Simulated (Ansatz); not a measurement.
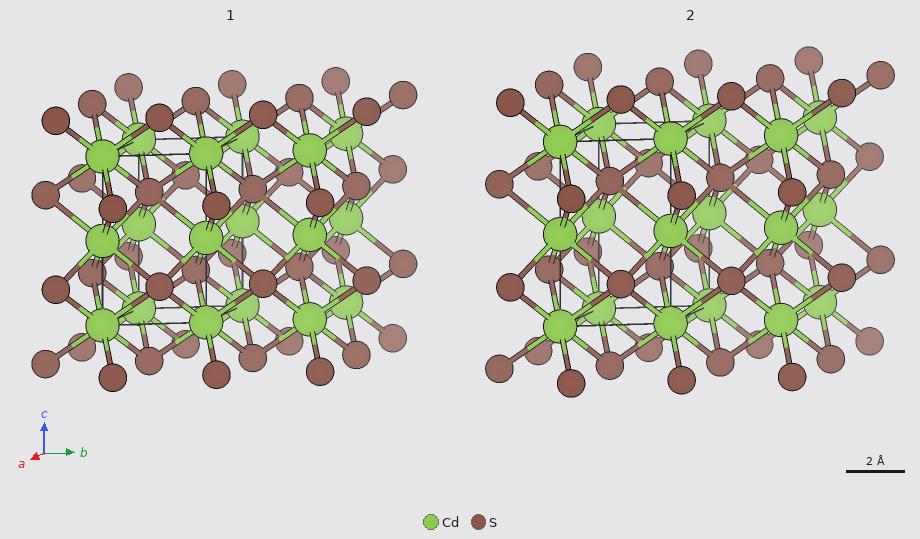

Two geometries of a crystal of CdS (built on the NiAs type), drawn at one scale. One is the start of a relaxation, the other its converged end. Style: ball-and-stick. Shown: the cell of the calculation, repeated 1 × 2 × 1 with one cell outlined, slightly off an axis.

Theory: Ansatz, DFT, PBE, plane waves, PAW. Settings: plane-wave cutoff 420 eV; k-point mesh 12 × 12 × 4; occupations fermi dirac; smearing width 0.02 eV; no spin polarisation; cell and atoms relaxed; force threshold 0.005 eV/Å.

Which geometry has the lower energy?

Structure 2 is the relaxed one. After 6 accepted moves (8 points after the start) the energy has fallen by 277 meV per atom. All forces vanish by symmetry, so only the cell relaxes. Pressure: 26.12 GPa at the start and 0.00 GPa at the end. The SCF was repeated twice at an unchanged geometry on a basis and grid sized afresh for the cell, which shifted the energy by 1.2 meV per atom at most. The atoms keep their places relative to the cell (all moves are under 0.005 Å). The drawn cell changes as follows: a = b 3.636 → 3.877 Å (+6.6 %), c 5.926 → 6.478 Å (+9.3 %); the volume changes by +24.3 %. Some distances before and after: Cd–S 2.569 → 2.763 Å. The space group stays P6_3/mmc (No. 194). Cost: 29 s on 2 threads of Arm Neoverse V1 (shared host), peak memory 0.4 GiB.
